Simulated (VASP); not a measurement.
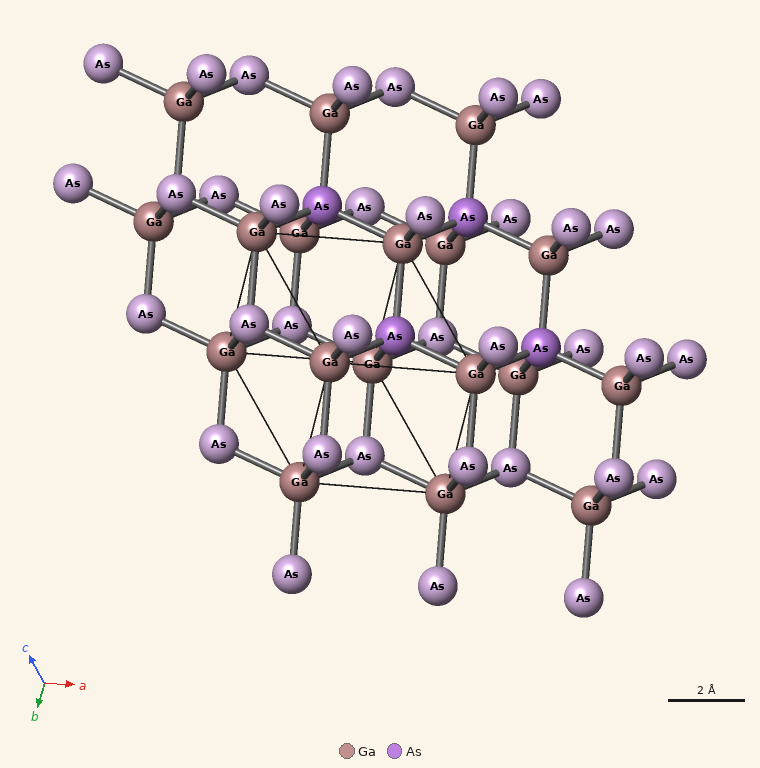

*The structure as given in the input (ball-and-stick view of the reduced cell, repeated 2 × 1 × 2, seen at an oblique angle; neighbours outside the cell are drawn fainter).*

Near neighbours in the crystal (not all of them lie inside the picture): Ga has 4 As at 2.46 Å; As has 4 Ga at 2.46 Å.

Run report: GaAs, band-structure calculation

- system: GaAs (I-4m2, 2 atoms in the cell)
- method: DFT, r2SCAN, plane waves, PAW (VASP 6.6.1)

The structure was built on a prototype by a generator. The geometry comes from this level: r2SCAN (a point of a series of strains). It belongs to a series of runs on one base structure; here: uniaxial_z strain +1.0%.

## OSZICAR
```
N       E                     dE             d eps       ncg     rms          rms(c)
DAV:   1     0.660397256389E+02    0.66040E+02   -0.91687E+03  1904   0.158E+03
DAV:   2    -0.223913096025E+02   -0.88431E+02   -0.84489E+02  2184   0.319E+02
DAV:   3    -0.290330617457E+02   -0.66418E+01   -0.66222E+01  2288   0.680E+01
DAV:   4    -0.291360836232E+02   -0.10302E+00   -0.10301E+00  2320   0.947E+00
DAV:   5    -0.291374816679E+02   -0.13980E-02   -0.13980E-02  2312   0.100E+00    0.312E+00
DAV:   6    -0.270547031995E+02    0.20828E+01   -0.50246E-01  2112   0.130E+01    0.189E+00
DAV:   7    -0.270477100758E+02    0.69931E-02   -0.16085E-01  2240   0.335E+00    0.845E-01
DAV:   8    -0.270513472388E+02   -0.36372E-02   -0.80343E-03  2424   0.717E-01    0.308E-01
DAV:   9    -0.270517826955E+02   -0.43546E-03   -0.13068E-03  2336   0.411E-01    0.467E-02
DAV:  10    -0.270517944642E+02   -0.11769E-04   -0.12090E-04  2352   0.776E-02    0.224E-02
DAV:  11    -0.270517895248E+02    0.49394E-05   -0.15356E-05  2232   0.283E-02    0.227E-03
DAV:  12    -0.270517892312E+02    0.29357E-06   -0.62725E-07  2448   0.125E-02    0.938E-04
DAV:  13    -0.270517910425E+02   -0.18113E-05   -0.69286E-08  1800   0.275E-03    0.358E-04
DAV:  14    -0.270517913690E+02   -0.32651E-06   -0.34737E-08  1240   0.329E-03    0.672E-05
DAV:  15    -0.270517913087E+02    0.60287E-07   -0.37037E-09  1208   0.914E-04
   1 F= -.27051791E+02 E0= -.27051791E+02  d E =-.424686E-15
       N       E                     dE             ncg
DAV:   1     0.126559084985E+04   -0.33592E+04      208
DAV:   2     0.745991309539E+03   -0.51960E+03      216
DAV:   3     0.707024657753E+03   -0.38967E+02      232
DAV:   4     0.706446881633E+03   -0.57778E+00      248
DAV:   5     0.706440078955E+03   -0.68027E-02      240
DAV:   6     0.706439810690E+03   -0.26826E-03      280
DAV:   7     0.706439808214E+03   -0.24757E-05      264
DAV:   8     0.706439808076E+03   -0.13763E-06      208
DAV:   9     0.706439808074E+03   -0.25159E-08      168
```

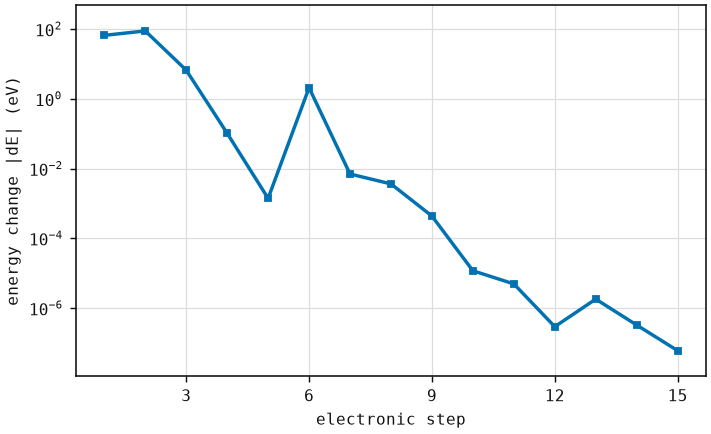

*Convergence of the self-consistent field: energy change |dE| against the electronic step.*

It takes 15 electronic steps. The density is held fixed in the first few steps, and dE rises again when its update begins.

## Parts of OUTCAR
```
k-points           NKPTS =     59   k-points in BZ     NKDIM =     59   number of bands    NBANDS=     16

   NELECT =      18.0000    total number of electrons

   dimension x,y,z NGX =    30 NGY =   30 NGZ =   30
   dimension x,y,z NGXF=    60 NGYF=   60 NGZF=   60

  energy-cutoff  :      520.00
  volume of cell :       45.95
      direct lattice vectors                 reciprocal lattice vectors
     0.000000000  2.833085095  2.862265871    -0.176486051  0.176486051  0.174686777
     2.833085095  0.000000000  2.862265871     0.176486051 -0.176486051  0.174686777
     2.833085095  2.833085095  0.000000000     0.176486051  0.176486051 -0.174686777

 k-points in reciprocal lattice and weights: KPOINTS created by Atomic Simulation Env
   0.00000000  0.00000000  0.00000000       0.002
   0.12500000  0.00000000  0.00000000       0.016
   0.25000000  0.00000000  0.00000000       0.016
   0.37500000  0.00000000  0.00000000       0.016
   0.50000000  0.00000000  0.00000000       0.008
   0.12500000  0.12500000  0.00000000       0.004
   0.25000000  0.12500000  0.00000000       0.016
   0.37500000  0.12500000  0.00000000       0.016
   0.50000000  0.12500000  0.00000000       0.016
  -0.37500000  0.12500000  0.00000000       0.016
  -0.25000000  0.12500000  0.00000000       0.016
  -0.12500000  0.12500000  0.00000000       0.008
   0.25000000  0.25000000  0.00000000       0.004
   0.37500000  0.25000000  0.00000000       0.016
   0.50000000  0.25000000  0.00000000       0.016
  -0.37500000  0.25000000  0.00000000       0.016
  -0.25000000  0.25000000  0.00000000       0.008
   0.37500000  0.37500000  0.00000000       0.004
   0.50000000  0.37500000  0.00000000       0.016
  -0.37500000  0.37500000  0.00000000       0.008
   0.50000000  0.50000000  0.00000000       0.002
   0.12500000  0.00000000  0.12500000       0.008
   0.25000000  0.00000000  0.12500000       0.031
   0.37500000  0.00000000  0.12500000       0.031
   0.50000000  0.00000000  0.12500000       0.031
  -0.37500000 -0.00000000  0.12500000       0.031
  -0.25000000 -0.00000000  0.12500000       0.031
  -0.12500000 -0.00000000  0.12500000       0.016
   0.37500000  0.25000000  0.12500000       0.016
   0.50000000  0.25000000  0.12500000       0.031
  -0.37500000  0.25000000  0.12500000       0.031
  -0.25000000  0.25000000  0.12500000       0.031
  -0.12500000  0.25000000  0.12500000       0.016
   0.50000000  0.37500000  0.12500000       0.016
  -0.37500000  0.37500000  0.12500000       0.031
  -0.25000000  0.37500000  0.12500000       0.016
  -0.37500000  0.50000000  0.12500000       0.008
   0.25000000  0.00000000  0.25000000       0.008
   0.37500000  0.00000000  0.25000000       0.031
   0.50000000  0.00000000  0.25000000       0.031
  -0.37500000 -0.00000000  0.25000000       0.031
  -0.25000000 -0.00000000  0.25000000       0.016
   0.37500000  0.12500000  0.25000000       0.016
   0.50000000  0.12500000  0.25000000       0.031
  -0.37500000  0.12500000  0.25000000       0.016
  -0.37500000  0.37500000  0.25000000       0.016
  -0.25000000  0.37500000  0.25000000       0.031
  -0.12500000  0.37500000  0.25000000       0.016
  -0.25000000  0.50000000  0.25000000       0.008
   0.37500000  0.00000000  0.37500000       0.008
   0.50000000  0.00000000  0.37500000       0.031
  -0.37500000 -0.00000000  0.37500000       0.016
   0.50000000  0.12500000  0.37500000       0.016
  -0.37500000  0.12500000  0.37500000       0.031
  -0.25000000  0.12500000  0.37500000       0.016
  -0.12500000  0.50000000  0.37500000       0.008
   0.50000000  0.00000000  0.50000000       0.004
  -0.37500000  0.12500000  0.50000000       0.008
  -0.25000000  0.25000000  0.50000000       0.004

 E-fermi :   3.5919

 k-point     1 :       0.0000    0.0000    0.0000
  band No.  band energies     occupation
      1     -11.6878      2.00000
      2     -11.6853      2.00000
      3     -11.6853      2.00000
      4     -11.6020      2.00000
      5     -11.6000      2.00000
      6      -9.5648      2.00000
      7       3.4805      2.00000
      8       3.5423      2.00000
      9       3.5423      2.00000
     10       4.3819      0.00000
     11       7.5482      0.00000
     12       7.5482      0.00000
     13       7.5789      0.00000
     14      11.7091      0.00000
     15      14.0092      0.00000
     16      14.2126      0.00000

 k-point     2 :       0.1250    0.0000    0.0000
  band No.  band energies     occupation
      1     -11.7003      2.00000
      2     -11.6833      2.00000
      3     -11.6817      2.00000
      4     -11.6022      2.00000
      5     -11.6001      2.00000
      6      -9.3772      2.00000
      7       1.6042      2.00000
      8       3.2610      2.00000
      9       3.3104      2.00000
     10       5.4054      0.00000
     11       7.9037      0.00000
     12       7.9106      0.00000
     13       8.0605      0.00000
     14      12.6395      0.00000
     15      13.2153      0.00000
     16      13.3591      0.00000

 k-point     3 :       0.2500    0.0000    0.0000
  band No.  band energies     occupation
      1     -11.7309      2.00000
      2     -11.6754      2.00000
      3     -11.6738      2.00000
      4     -11.6018      2.00000
      5     -11.5994      2.00000
      6      -8.8547      2.00000
      7      -0.6365      2.00000
      8       2.8046      2.00000
      9       2.8710      2.00000
     10       5.2822      0.00000
     11       8.4367      0.00000
     12       8.4563      0.00000
     13       9.8869      0.00000
     14      12.9897      0.00000
     15      13.0756      0.00000
     16      13.1237      0.00000

 k-point     4 :       0.3750    0.0000    0.0000
  band No.  band energies     occupation
      1     -11.7580      2.00000
      2     -11.6689      2.00000
      3     -11.6674      2.00000
      4     -11.6001      2.00000
      5     -11.5972      2.00000
      6      -8.1594      2.00000
      7      -2.4313      2.00000
      8       2.4487      2.00000
      9       2.5292      2.00000
     10       4.9549      0.00000
     11       8.5223      0.00000
     12       8.5798      0.00000
     13      11.6414      0.00000
     14      13.0914      0.00000
     15      14.2312      0.00000
     16      14.2803      0.00000

 k-point     5 :       0.5000    0.0000    0.0000
  band No.  band energies     occupation
      1     -11.7685      2.00000
      2     -11.6667      2.00000
      3     -11.6652      2.00000
      4     -11.5988      2.00000
      5     -11.5958      2.00000
      6      -7.7667      2.00000
      7      -3.1995      2.00000
      8       2.3201      2.00000
      9       2.4060      2.00000
     10       4.8293      0.00000
     11       8.4706      0.00000
     12       8.5379      0.00000
     13      11.7911      0.00000
     14      14.5254      0.00000
     15      15.9520      0.00000
     16      16.0450      0.00000

 [... the levels of 53 k-points are left out ...]

 k-point    59 :      -0.2500    0.2500    0.5000
  band No.  band energies     occupation
      1     -11.7886      2.00000
      2     -11.6540      2.00000
      3     -11.6405      2.00000
      4     -11.6137      2.00000
      5     -11.5952      2.00000
      6      -6.9466      2.00000
      7      -3.1867      2.00000
      8      -0.0404      2.00000
      9       0.1685      2.00000
     10       8.3810      0.00000
     11       8.5112      0.00000
     12       9.2753      0.00000
     13       9.9091      0.00000
     14      15.3347      0.00000
     15      16.3905      0.00000
     16      17.6520      0.00000

  Total       -0.1107895     -0.1107895     -0.3070834      0.0000000      0.0000000      0.0000000
  in kB       -3.8632244     -3.8632244    -10.7079831      0.0000000      0.0000000      0.0000000
  external PRESSURE =      -6.1448106 kB  Pullay stress =       0.0000000 kB

 POSITION                                       TOTAL-FORCE (eV/Angst)
 -----------------------------------------------------------------------------------
      0.00000      0.00000      0.00000         0.000000     -0.000000     -0.000000
      1.41654      1.41654      1.43113        -0.000000      0.000000      0.000000
 -----------------------------------------------------------------------------------
    total drift:                                0.000003      0.000003     -0.000004

  FREE ENERGIE OF THE ION-ELECTRON SYSTEM (eV)
  ---------------------------------------------------
  free  energy   TOTEN  =       -27.0517913087 eV

  energy  without entropy=      -27.0517913087  energy(sigma->0) =      -27.05179131
```

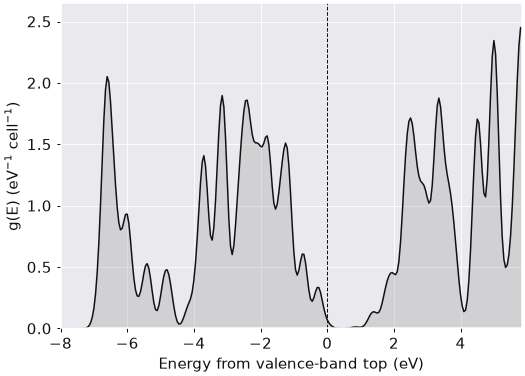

*Density of states (the curve is built from the levels of the k mesh with Gaussians 0.3 eV wide, which also blur the band edges), with energies from the valence-band top.*

There is a gap of 0.84 eV on the k-point mesh. Small ripples come from the finite k-point mesh.

This output came from the following input.

## INCAR
```
ENCUT = 520.000000
SIGMA = 0.010000
EDIFF = 1.00e-07
ALGO = Normal
METAGGA = R2SCAN
PREC = Accurate
IBRION = -1
ISIF = 2
ISMEAR = 0
NBANDS = 16
NELM = 120
NSW = 0
LASPH = .TRUE.
LCHARG = .TRUE.
LELF = .TRUE.
LWAVE = .FALSE.
LREAL = .FALSE.
```

## KPOINTS
```
KPOINTS created by Atomic Simulation Environment
0
Gamma
8 8 8
0 0 0
```

## KPOINTS_OPT
```
special points
6
Reciprocal
0.0000000000 0.0000000000 0.0000000000 1
-0.5000000000 -0.5000000000 0.0000000000 1
-0.3750000000 -0.3750000000 0.2500000000 1
-0.3750000000 0.0000000000 0.3750000000 1
0.0000000000 0.0000000000 0.5000000000 1
-0.5000000000 -0.2500000000 0.2500000000 1
```

## POSCAR
```
Ga As
 1.0000000000000000
     0.0000000000000000    2.8330850946999999    2.8622658712000000
     2.8330850946999999    0.0000000000000000    2.8622658712000000
     2.8330850946999999    2.8330850946999999    0.0000000000000000
 Ga  As
   1   1
Cartesian
  0.0000000000000000  0.0000000000000000  0.0000000000000000
  1.4165425473499997  1.4165425473499997  1.4311329355999998
```

Launched with:
```bash
mpirun -np 1 vasp_std
```

## Results in brief

- outcome: converged
- space group (tolerance 0.01 Å): I-4m2 (119)
- electrons treated: 18
- free energy: −27.0518 eV
- Fermi energy: 3.592 eV
- band gap: 0.84 eV
- pressure: −0.61 GPa
- largest force (length of the vector): under 0.001 eV/Å
- hardware: 1 CPU thread, shared host
- wall time: 2.9 min
- peak memory: 0.21 GiB
